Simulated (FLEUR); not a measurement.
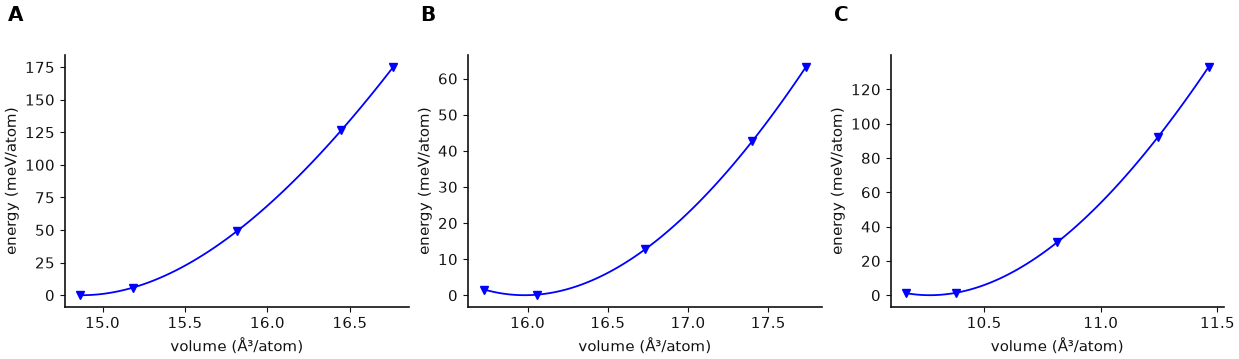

Each panel shows the energy against volume for one of these solids: Pt, P6_3/mmc (No. 194); TaN, Fm-3m (No. 225); Ti, Fm-3m (No. 225).

Calculation (FLEUR MaX-R8.1 (later development tree)): all-electron LAPW DFT, no spin polarisation; energies at scaled volumes of the given cell, shape and fractions fixed, counted from the fit's minimum, third-order Birch-Murnaghan fit. Level: LDA.

Which panel belongs to which solid?

Answer. A is Pt (energy from 0 meV/atom to 175 meV/atom, V0 14.87 Å³/atom, B0 301 GPa); B is Ti (energy from 0.15 meV/atom to 63.24 meV/atom, V0 15.98 Å³/atom, B0 124 GPa); C is TaN (energy from 1 meV/atom to 133 meV/atom, V0 10.27 Å³/atom, B0 374 GPa).

For Pt, limits of the calculation: the fit and the printed pressures don't fully agree, or the minimum lies near the end of the range; spin-orbit coupling left out, heavy elements; shape and atomic fractions are frozen while scaling, which makes layered, chain and framework solids too stiff.
